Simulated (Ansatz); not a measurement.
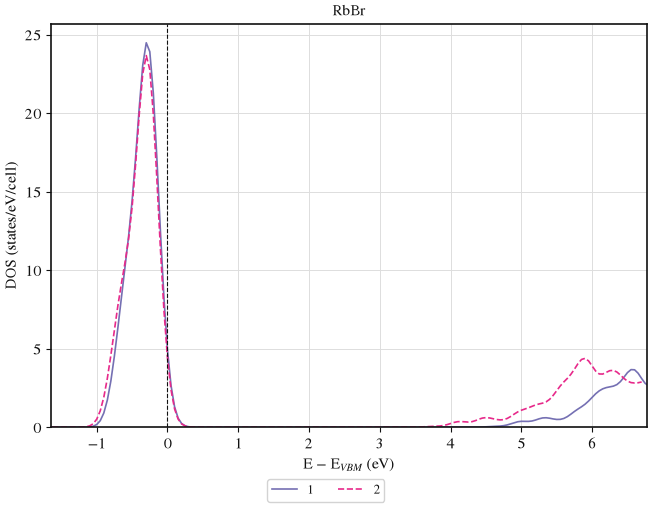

Total densities of states of RbBr, space group P6_3/mmc (No. 194), 4 atoms in the cell, wurtzite type, by two methods on the same cell. The curves are built from the levels of the k mesh with Gaussians 0.3 eV wide, which also blur the band edges. Each is counted from its own valence-band top.

**Which curve is which? The methods: LDA, r2SCAN.**

1 is r2SCAN; 2 is LDA. r2SCAN gives a gap of 4.65 eV and LDA gives a gap of 3.77 eV.

Settings. r2SCAN: DFT, r2SCAN, plane waves, PAW, no spin polarisation, 6×6×4 k mesh, 500 eV cutoff (Ansatz 0.2.0). LDA: DFT, LDA, plane waves, PAW, no spin polarisation, 6×6×4 k mesh, 420 eV cutoff (Ansatz 0.2.0).
